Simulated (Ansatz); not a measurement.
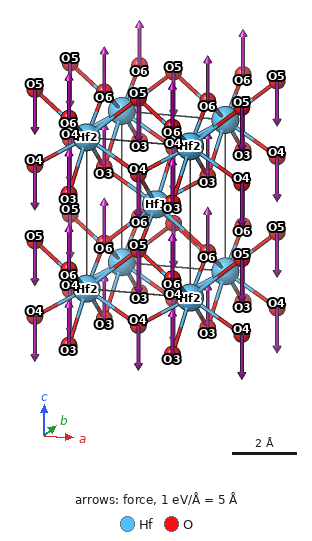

Starting geometry of crystalline HfO$_{2}$ (set up in P4_2/nmc) with the computed forces as purple arrows. Style: ball-and-stick. Shown: the cell of the calculation, slightly off an axis.

Case: relaxed at 40 GPa.

Theory: Ansatz 0.2.0, DFT PBE, scalar-relativistic, plane waves, PAW.

The input:
```yaml
crystal:
  lattice:
    - [3.4401595855, 0.0, 0.0]
    - [0.0, 3.4401595855, 0.0]
    - [0.0, 0.0, 4.9241843306]
  atoms:
    - { symbol: Hf, position: [0.5, 0.5, 0.5] }
    - { symbol: Hf, position: [0.0, 0.0, 0.0] }
    - { symbol: O, position: [0.0, 0.5, 0.7133968963] }
    - { symbol: O, position: [0.5, 0.0, 0.7866031037] }
    - { symbol: O, position: [0.5, 0.0, 0.2866031037] }
    - { symbol: O, position: [0.0, 0.5, 0.2133968963] }
basis:
  ecutwfc: 420
kpoints:
  mp_grid: { grid: [8, 8, 6] }
hamiltonian:
  xc: pbe
scf:
  occupations: { method: gaussian, width: 0.02 }
output:
  forces: true
  stress: true
  eigenvalues: true
relax:
  adjacent_minimum: "off"
  f_tol: 0.008
  max_steps: 50
  cell: { stress_tol: 0.08, p_target: 40.0 }
```

Launched with:
```bash
ansatz run input.yaml --threads 1 --pin off --max-ram 2560MiB --backend cpu --events-out ev --progress --plain --runs-dir out
```

### What follows when this structure is relaxed?

It isn't relaxed: the largest force vector, on O atoms, is 0.30 eV/Å. The atoms end up moving mostly along the starting forces (cosine between the two patterns 1.00). The largest moves relative to the cell, 0.077 Å, are those of O3, O4, O5 and O6. O4 goes along −c. Hf stays in place. The drawn cell changes as follows: a = b 3.440 → 3.457 Å (+0.5 %), c 4.924 → 4.907 Å (−0.4 %); the volume changes by +0.6 %. Some distances before and after: Hf1–O3 2.016 → 2.062 Å, Hf1–O4 2.225 → 2.180 Å, Hf1–Hf1 3.440 → 3.457 Å. Bond angles that change, for instance: Hf2–O3–Hf2 101.3° → 104.9°, Hf1–O3–Hf1 117.2° → 113.9°. The space group stays P4_2/nmc (No. 137). Over 6 accepted moves (8 points after the start) the energy falls by 0.136 eV per cell of the calculation. With the target pressure of 40 GPa, the enthalpy E + pV changes by −45.1 meV per cell of the calculation. Largest force component: 0.3 eV/Å at the start, under 0.0001 eV/Å at the end. The pressure goes from 45.57 to 40.00 GPa. The SCF was repeated twice at an unchanged geometry on a basis and grid sized afresh for the cell, which shifted the energy by 2.4 meV per cell of the calculation at most. Cost: 46 s on 1 thread of Intel(R) Xeon(R) 6975P-C (Granite Rapids), with other jobs on the host, peak memory 0.49 GiB.
